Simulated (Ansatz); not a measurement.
System: Ta$_{2}$N.

```yaml
crystal:
  lattice:
    - [0.00000, 5.33232, 0.00000]
    - [-3.07862, 0.00000, 0.00000]
    - [0.00000, 0.00000, 4.82326]
  atoms:
    - { symbol: Ta, position: [0.19480, 0.50000, 0.74626] }
    - { symbol: Ta, position: [0.69480, 0.00000, 0.74626] }
    - { symbol: Ta, position: [0.30520, 0.00000, 0.25374] }
    - { symbol: Ta, position: [0.80520, 0.50000, 0.25374] }
    - { symbol: N, position: [0.00000, 0.00000, 0.00000] }
    - { symbol: N, position: [0.50000, 0.50000, 0.00000] }
```

Space group C2/m; a structure from a database of computed crystals, not necessarily the ambient phase; not relaxed (largest force 1.3 eV/Å); computed pressure about 4 GPa in this cell; computed without spin polarisation.

All numbers below come from DFT PBEsol, scalar-relativistic, plane waves, PAW in Ansatz.

> What will maps of the valence pseudo-density and electron localisation function show?

Ta–N (2.04 Å): ρ is about 0.83 e/Å³ halfway; the ELF peaks at about 0.80 in the valence shell of N, 0.6 Å from its nucleus, and drops to about 0.20 between the two atoms: no shared electron pair shows on this line.
Ta–Ta (3.16 Å): the density is about 0.22 e/Å³ at the midpoint; the ELF is about 0.35 at the midpoint.
The ELF has a maximum of about 0.75 in the space between the atoms, 1.8 Å from four Ta atoms, on no atom or two-centre bond.

> Metal or insulator at this level of theory?

It is metallic or semimetallic at this level of theory: no gap opens; semilocal functionals without U, or without the true magnetic order, often close the gap of such compounds.

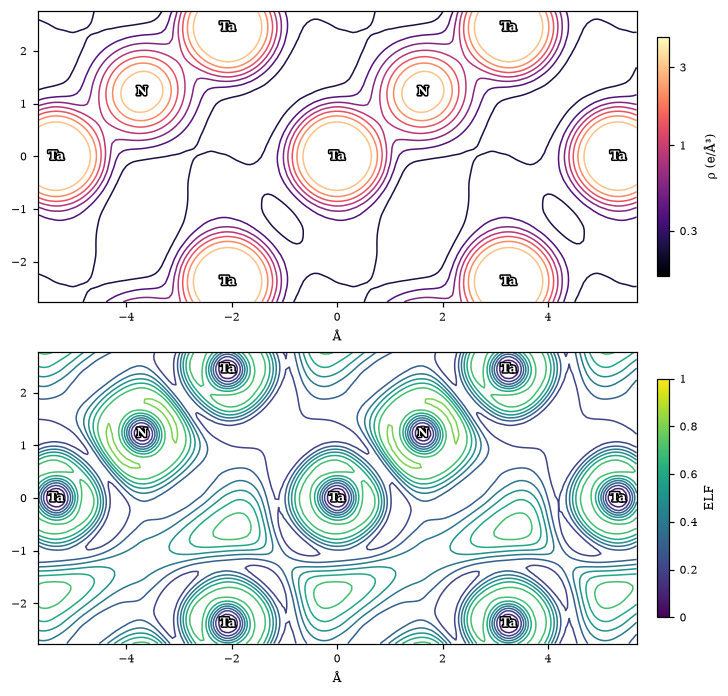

Computed valence pseudo-density and electron localisation function on the (010) plane of the conventional cell, in this order. 
